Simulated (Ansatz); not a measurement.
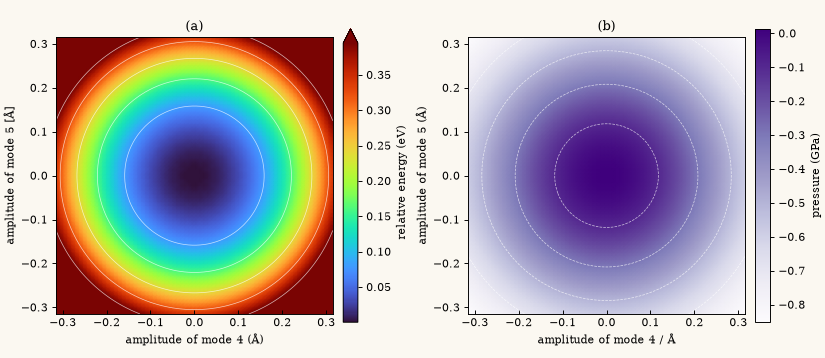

Ge (P6_3/mmc, No. 194; 8 atoms in the cell). The energy is mapped over two normal modes frozen in (zone-centre modes of the 8-atom cell of this scan, which folds in the wave vector (0, 1/2, 0) of the primitive cell). First axis: amplitude of mode 4 (53 cm⁻¹), largest displacement. Second axis: amplitude of mode 5 (53 cm⁻¹), largest displacement. Nothing is relaxed (the cell and all other modes fixed). The scan uses a 9 × 9 grid; 25 points were computed and 56 follow by symmetry. Points are written as (first, second). Energies: eV per cell, counted from the lowest grid point. The lowest point has no gap; 44 points of the grid have one on the k-mesh. Level of theory: Ansatz 0.2.0, DFT PBE, scalar-relativistic, plane waves, PAW. Settings: cutoff 420 eV, k-mesh 10×6×6 in the order of the run's cell vectors, gaussian smearing 0.15 eV, no spin polarisation.

Panel (a) is the energy; panel (b) is the computed pressure, in GPa.

In the figure: a smooth colour map with a few white contour lines, one colour for all values above the top of the scale. Between grid points the surface is interpolated.

Q: How does the pressure vary over the map, and what is it at the lowest grid point?

A: It runs from −0.85 GPa at (−0.315 Å, −0.315 Å) to 0.01 GPa at (0.000 Å, 0.000 Å). At the lowest grid point, (0.000 Å, 0.000 Å), it is 0.01 GPa.

PAW datasets: the set soft_1.
